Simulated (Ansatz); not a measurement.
## Geometry relaxation of Zn$_{3}$O$_{4}$ (part 3 of 3)

The same run, continued: Zn$_{3}$O$_{4}$ (P6/mmm, 7 atoms in the cell); DFT PBE, scalar-relativistic, plane waves, PAW, spin-polarised (Ansatz 0.2.0); cutoff 420 eV, 6×6×4 k-mesh, Gaussian smearing of 0.1 eV, collinear spins. The structure was made by a generator, so it may or may not be a known phase.

Geometry of the input (Å; fractional positions):
```
4.8298  0.0000  0.0000
-2.4149  4.1827  0.0000
0.0000  0.0000  4.7945
Zn 0.0000  0.5000  0.0000
Zn 0.5000  0.0000  0.0000
Zn 0.5000  0.5000  0.0000
O  0.0000  0.0000  0.2603
O  0.0000  0.0000  0.7397
O  0.3333  0.6667  0.5000
O  0.6667  0.3333  0.5000
```

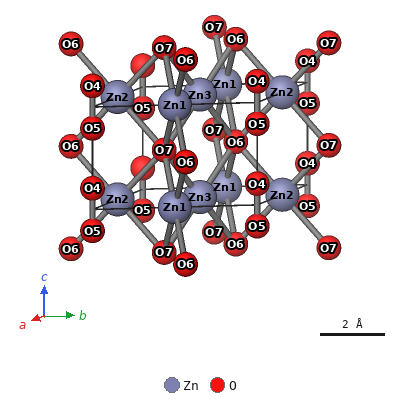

Figure 1. The geometry at step 9 of the log (ball-and-stick view of the cell of the calculation, seen slightly off an axis; bonded neighbours outside the cell are drawn too; atoms are numbered from 1 in the order of the input).

## Output, continued
```
  k-point 2 ↑: bands = ["-15.1412", "-10.3097", "-10.0574", "-7.7769", "-1.0647", "0.5880", "0.5880", "0.6164", "0.6164", "1.0477", "1.2424", "1.2424", "1.2540", "1.2540", "1.2944", "1.5786", "1.5836", "1.6019", "1.6019", "1.9312", "2.0922", "2.6198", "2.6198", "3.5760", "3.5760", "5.4181", "5.7534", "5.7534", "7.1250", "7.1250", "10.1213", "10.1213", "10.6828", "12.2794", "12.7387", "12.7387", "14.0446", "15.2476", "17.0873"]
  k-point 20 ↓: bands = ["-15.1360", "-10.1764", "-10.1764", "-7.8121", "-0.1557", "-0.1557", "0.7419", "0.7855", "0.7855", "0.8948", "0.9152", "0.9152", "0.9253", "1.2420", "1.2452", "1.2452", "1.3326", "1.3326", "1.5271", "1.8539", "1.8539", "3.5486", "3.5486", "3.6824", "4.6151", "4.6151", "5.3098", "5.9897", "7.0208", "7.0208", "8.4101", "10.8186", "10.8186", "13.9713", "14.3854", "14.3854", "14.8951", "14.8951", "15.8870"]
--- Relaxed structure (14 steps of the walk, 14 accepted, 2 SCFs on fresh bases) ---
  F+E_penalty+E_count = -12218.79673876 eV   max|allowed force component| = 1.275e-2 eV/Å   (the final SCF, on the basis selected at the relaxed cell)
  cell:  # Å, volume = 82.3022 Å³
    - [5.436617128755382, 3.2494354248914244e-9, 0.0]
    - [-2.7183085671917855, 4.708248542527058, 0.0]
    - [0.0, 0.0, 3.2153151778412865]
  atoms:
    - { symbol: Zn, position: [5.551115123125783e-17, 0.5, -2.584390367355559e-19] }
    - { symbol: Zn, position: [0.49999999999999994, 5.169878828456423e-26, -2.584390367355559e-19] }
    - { symbol: Zn, position: [0.5, 0.5, -2.584390367355559e-19] }
    - { symbol: O, position: [-5.020378658144305e-34, -6.8916308817010116e-34, 0.2077853078591553] }
    - { symbol: O, position: [-2.6544575885443126e-34, 5.329399984415023e-34, 0.7922146921408447] }
    - { symbol: O, position: [0.33333333333333337, 0.6666666666666666, 0.5] }
    - { symbol: O, position: [0.6666666666666667, 0.3333333333333333, 0.5] }
--- Löwdin populations: 7 sites ---
  site symbol       q [e]    m [muB]
     0     Zn     10.8057     0.0000
     1     Zn     10.8057     0.0000
     2     Zn     10.8057     0.0000
     3      O      6.3658    -0.0000
     4      O      6.3658    -0.0000
     5      O      7.1417     0.0000
     6      O      7.1417     0.0000
  spilling = 0.009466 (of n_electrons = 60.000000)
```

## File populations.tsv
```
# site	symbol	l	j	q_up	q_dn
# orbitals = lowdin
# n_electrons = 60.000000
# spilling = 0.009466
0	Zn	0_4S	-	0.413288	0.413288
0	Zn	2_3D	-	4.989547	4.989547
1	Zn	0_4S	-	0.413288	0.413288
1	Zn	2_3D	-	4.989547	4.989547
2	Zn	0_4S	-	0.413288	0.413288
2	Zn	2_3D	-	4.989547	4.989547
3	O	0_2S	-	0.928766	0.928766
3	O	1_2P	-	2.254155	2.254155
4	O	0_2S	-	0.928766	0.928766
4	O	1_2P	-	2.254155	2.254155
5	O	0_2S	-	0.979042	0.979042
5	O	1_2P	-	2.591792	2.591792
6	O	0_2S	-	0.979042	0.979042
6	O	1_2P	-	2.591792	2.591792
```

## Trajectory as extended XYZ (Å, eV, eV/Å), 16 frames, from step=1 to step=16
```
7
Lattice="4.8298 0.0000 0.0000 -2.4149 4.1827 0.0000 0.0000 0.0000 4.7945" Properties=species:S:1:pos:R:3:forces:R:3 step=1 energy=-12211.14956 pressure_GPa=-7.92
Zn   -1.2075    2.0914    0.0000    0.0000   0.0000   0.0000
Zn    2.4149    0.0000    0.0000    0.0000   0.0000   0.0000
Zn    1.2075    2.0914    0.0000    0.0000   0.0000   0.0000
O     0.0000    0.0000    1.2482    0.0000   0.0000  -0.7594
O     0.0000    0.0000    3.5463    0.0000   0.0000   0.7594
O     0.0000    2.7885    2.3973    0.0000   0.0000   0.0000
O     2.4149    1.3942    2.3973    0.0000   0.0000   0.0000
7
Lattice="4.8258 0.0000 0.0000 -2.4129 4.1792 0.0000 0.0000 0.0000 4.5608" Properties=species:S:1:pos:R:3:forces:R:3 step=2 energy=-12212.11798 pressure_GPa=-9.72
Zn   -1.2064    2.0896    0.0000    0.0000   0.0000   0.0000
Zn    2.4129    0.0000    0.0000    0.0000   0.0000   0.0000
Zn    1.2064    2.0896    0.0000    0.0000   0.0000   0.0000
O     0.0000    0.0000    1.1395    0.0000   0.0000  -0.6890
O     0.0000    0.0000    3.4213    0.0000   0.0000   0.6890
O     0.0000    2.7861    2.2804    0.0000   0.0000   0.0000
O     2.4129    1.3931    2.2804    0.0000   0.0000   0.0000
7
Lattice="4.8226 0.0000 0.0000 -2.4113 4.1765 0.0000 0.0000 0.0000 4.3268" Properties=species:S:1:pos:R:3:forces:R:3 step=3 energy=-12213.04523 pressure_GPa=-9.02
Zn   -1.2057    2.0883    0.0000    0.0000   0.0000   0.0000
Zn    2.4113    0.0000    0.0000    0.0000   0.0000   0.0000
Zn    1.2057    2.0883    0.0000    0.0000   0.0000   0.0000
O     0.0000    0.0000    1.0432    0.0000   0.0000  -0.6618
O     0.0000    0.0000    3.2836    0.0000   0.0000   0.6618
O     0.0000    2.7843    2.1634    0.0000   0.0000   0.0000
O     2.4113    1.3922    2.1634    0.0000   0.0000   0.0000
7
Lattice="4.8430 0.0000 0.0000 -2.4215 4.1942 0.0000 0.0000 0.0000 4.0919" Properties=species:S:1:pos:R:3:forces:R:3 step=4 energy=-12214.05388 pressure_GPa=-8.06
Zn   -1.2108    2.0971    0.0000    0.0000   0.0000   0.0000
Zn    2.4215    0.0000    0.0000    0.0000   0.0000   0.0000
Zn    1.2108    2.0971    0.0000    0.0000   0.0000   0.0000
O     0.0000    0.0000    0.9775    0.0000   0.0000  -1.2548
O     0.0000    0.0000    3.1144    0.0000   0.0000   1.2548
O     0.0000    2.7961    2.0459    0.0000   0.0000   0.0000
O     2.4215    1.3981    2.0459    0.0000   0.0000   0.0000
7
Lattice="4.8710 0.0000 0.0000 -2.4355 4.2184 0.0000 0.0000 0.0000 3.8591" Properties=species:S:1:pos:R:3:forces:R:3 step=5 energy=-12215.33882 pressure_GPa=-6.61
Zn   -1.2177    2.1092    0.0000    0.0000   0.0000   0.0000
Zn    2.4355    0.0000    0.0000    0.0000   0.0000   0.0000
Zn    1.2177    2.1092    0.0000    0.0000   0.0000   0.0000
O     0.0000    0.0000    0.8954    0.0000   0.0000  -3.1929
O     0.0000    0.0000    2.9637    0.0000   0.0000   3.1929
O     0.0000    2.8122    1.9295    0.0000   0.0000   0.0000
O     2.4355    1.4061    1.9295    0.0000   0.0000   0.0000
7
Lattice="4.9166 0.0000 0.0000 -2.4583 4.2579 0.0000 0.0000 0.0000 3.6276" Properties=species:S:1:pos:R:3:forces:R:3 step=6 energy=-12217.03592 pressure_GPa=-2.09
Zn   -1.2291    2.1289    0.0000    0.0000   0.0000   0.0000
Zn    2.4583    0.0000    0.0000    0.0000   0.0000   0.0000
Zn    1.2291    2.1289    0.0000    0.0000   0.0000   0.0000
O     0.0000    0.0000    0.7881    0.0000   0.0000  -2.2329
O     0.0000    0.0000    2.8395    0.0000   0.0000   2.2329
O     0.0000    2.8386    1.8138    0.0000   0.0000   0.0000
O     2.4583    1.4193    1.8138    0.0000   0.0000   0.0000
7
Lattice="5.0008 0.0000 0.0000 -2.5004 4.3308 0.0000 0.0000 0.0000 3.3940" Properties=species:S:1:pos:R:3:forces:R:3 step=7 energy=-12218.13316 pressure_GPa=5.99
Zn   -1.2502    2.1654    0.0000    0.0000   0.0000   0.0000
Zn    2.5004    0.0000    0.0000    0.0000   0.0000   0.0000
Zn    1.2502    2.1654    0.0000    0.0000   0.0000   0.0000
O     0.0000    0.0000    0.7016    0.0000   0.0000   0.4211
O     0.0000    0.0000    2.6923    0.0000   0.0000  -0.4211
O     0.0000    2.8872    1.6970    0.0000   0.0000   0.0000
O     2.5004    1.4436    1.6970    0.0000   0.0000   0.0000
7
Lattice="5.2247 0.0000 0.0000 -2.6124 4.5247 0.0000 0.0000 0.0000 3.1805" Properties=species:S:1:pos:R:3:forces:R:3 step=8 energy=-12218.52850 pressure_GPa=7.18
Zn   -1.3062    2.2624    0.0000    0.0000   0.0000   0.0000
Zn    2.6124    0.0000    0.0000    0.0000   0.0000   0.0000
Zn    1.3062    2.2624    0.0000    0.0000   0.0000   0.0000
O     0.0000    0.0000    0.6896    0.0000   0.0000  -1.0761
O     0.0000    0.0000    2.4909    0.0000   0.0000   1.0761
O     0.0000    3.0165    1.5902    0.0000   0.0000   0.0000
O     2.6124    1.5082    1.5902    0.0000   0.0000   0.0000
7
Lattice="5.3294 0.0000 0.0000 -2.6647 4.6154 0.0000 0.0000 0.0000 3.2588" Properties=species:S:1:pos:R:3:forces:R:3 step=9 energy=-12218.62673 pressure_GPa=-0.70
Zn   -1.3323    2.3077    0.0000    0.0000   0.0000   0.0000
Zn    2.6647    0.0000    0.0000    0.0000   0.0000   0.0000
Zn    1.3323    2.3077    0.0000    0.0000   0.0000   0.0000
O     0.0000    0.0000    0.6748    0.0000   0.0000   0.2088
O     0.0000    0.0000    2.5840    0.0000   0.0000  -0.2088
O     0.0000    3.0769    1.6294    0.0000   0.0000   0.0000
O     2.6647    1.5385    1.6294    0.0000   0.0000   0.0000
7
Lattice="5.3323 0.0000 0.0000 -2.6661 4.6179 0.0000 0.0000 0.0000 3.2422" Properties=species:S:1:pos:R:3:forces:R:3 step=10 energy=-12218.63231 pressure_GPa=-0.12
Zn   -1.3331    2.3089    0.0000    0.0000   0.0000   0.0000
Zn    2.6661    0.0000    0.0000    0.0000   0.0000   0.0000
Zn    1.3331    2.3089    0.0000    0.0000   0.0000   0.0000
O     0.0000    0.0000    0.6759    0.0000   0.0000  -0.0058
O     0.0000    0.0000    2.5663    0.0000   0.0000   0.0058
O     0.0000    3.0786    1.6211    0.0000   0.0000   0.0000
O     2.6661    1.5393    1.6211    0.0000   0.0000   0.0000
7
Lattice="5.3371 0.0000 0.0000 -2.6686 4.6221 0.0000 0.0000 0.0000 3.2365" Properties=species:S:1:pos:R:3:forces:R:3 step=11 energy=-12218.63241 pressure_GPa=0.06
Zn   -1.3343    2.3110    0.0000    0.0000   0.0000   0.0000
Zn    2.6686    0.0000    0.0000    0.0000   0.0000   0.0000
Zn    1.3343    2.3110    0.0000    0.0000   0.0000   0.0000
O     0.0000    0.0000    0.6743    0.0000   0.0000   0.0530
O     0.0000    0.0000    2.5622    0.0000   0.0000  -0.0530
O     0.0000    3.0814    1.6182    0.0000   0.0000   0.0000
O     2.6686    1.5407    1.6182    0.0000   0.0000   0.0000
7
Lattice="5.3357 0.0000 0.0000 -2.6679 4.6209 0.0000 0.0000 0.0000 3.2379" Properties=species:S:1:pos:R:3:forces:R:3 step=12 energy=-12218.63249 pressure_GPa=-0.01
Zn   -1.3339    2.3104    0.0000    0.0000   0.0000   0.0000
Zn    2.6679    0.0000    0.0000    0.0000   0.0000   0.0000
Zn    1.3339    2.3104    0.0000    0.0000   0.0000   0.0000
O     0.0000    0.0000    0.6753    0.0000   0.0000  -0.0066
O     0.0000    0.0000    2.5626    0.0000   0.0000   0.0066
O     0.0000    3.0806    1.6189    0.0000   0.0000   0.0000
O     2.6679    1.5403    1.6189    0.0000   0.0000   0.0000
7
Lattice="5.3357 0.0000 0.0000 -2.6679 4.6209 0.0000 0.0000 0.0000 3.2379" Properties=species:S:1:pos:R:3:forces:R:3 step=13 energy=-12218.76399 pressure_GPa=1.87
Zn   -1.3339    2.3104    0.0000    0.0000   0.0000   0.0000
Zn    2.6679    0.0000    0.0000    0.0000   0.0000   0.0000
Zn    1.3339    2.3104    0.0000    0.0000   0.0000   0.0000
O     0.0000    0.0000    0.6753    0.0000   0.0000  -0.0246
O     0.0000    0.0000    2.5626    0.0000   0.0000   0.0246
O     0.0000    3.0806    1.6189    0.0000   0.0000   0.0000
O     2.6679    1.5403    1.6189    0.0000   0.0000   0.0000
7
Lattice="5.4214 0.0000 0.0000 -2.7107 4.6950 0.0000 0.0000 0.0000 3.2189" Properties=species:S:1:pos:R:3:forces:R:3 step=14 energy=-12218.78234 pressure_GPa=0.22
Zn   -1.3553    2.3475    0.0000    0.0000   0.0000   0.0000
Zn    2.7107    0.0000    0.0000    0.0000   0.0000   0.0000
Zn    1.3553    2.3475    0.0000    0.0000   0.0000   0.0000
O     0.0000    0.0000    0.6698    0.0000   0.0000  -0.0448
O     0.0000    0.0000    2.5491    0.0000   0.0000   0.0448
O     0.0000    3.1300    1.6094    0.0000   0.0000   0.0000
O     2.7107    1.5650    1.6094    0.0000   0.0000   0.0000
7
Lattice="5.4366 0.0000 0.0000 -2.7183 4.7082 0.0000 0.0000 0.0000 3.2153" Properties=species:S:1:pos:R:3:forces:R:3 step=15 energy=-12218.78102 pressure_GPa=-0.02
Zn   -1.3592    2.3541    0.0000    0.0000   0.0000   0.0000
Zn    2.7183    0.0000    0.0000    0.0000   0.0000   0.0000
Zn    1.3592    2.3541    0.0000    0.0000   0.0000   0.0000
O     0.0000    0.0000    0.6681    0.0000   0.0000   0.0136
O     0.0000    0.0000    2.5472    0.0000   0.0000  -0.0136
O     0.0000    3.1388    1.6077    0.0000   0.0000   0.0000
O     2.7183    1.5694    1.6077    0.0000   0.0000   0.0000
7
Lattice="5.4366 0.0000 0.0000 -2.7183 4.7082 0.0000 0.0000 0.0000 3.2153" Properties=species:S:1:pos:R:3:forces:R:3 step=16 energy=-12218.79674 pressure_GPa=0.23
Zn   -1.3592    2.3541    0.0000    0.0000   0.0000   0.0000
Zn    2.7183    0.0000    0.0000    0.0000   0.0000   0.0000
Zn    1.3592    2.3541    0.0000    0.0000   0.0000   0.0000
O     0.0000    0.0000    0.6681    0.0000   0.0000   0.0127
O     0.0000    0.0000    2.5472    0.0000   0.0000  -0.0127
O     0.0000    3.1388    1.6077    0.0000   0.0000   0.0000
O     2.7183    1.5694    1.6077    0.0000   0.0000   0.0000
```

## Results in brief

- outcome: converged
- space group (tolerance 0.01 Å): P6/mmm (191)
- electrons treated: 60
- free energy: −12218.7967 eV
- Fermi energy: 8.672 eV
- gap on the k-point mesh: none (metallic)
- net moment of the cell: 0.00 μB
- integrated absolute moment: 0.00 μB
- pressure: 0.23 GPa
- final volume: 82.30 Å³
- largest force (length of the vector) at the end: 0.013 eV/Å
- final cell: a = 5.437 Å, b = 5.437 Å, c = 3.215 Å, α = 90.00°, β = 90.00°, γ = 120.00°
- hardware: 1 thread of Arm Neoverse V1, 24 GiB of memory available, shared host
- wall time: 4.5 min
- peak memory: 0.44 GiB

Warnings of the run: some starting moments were not kept.
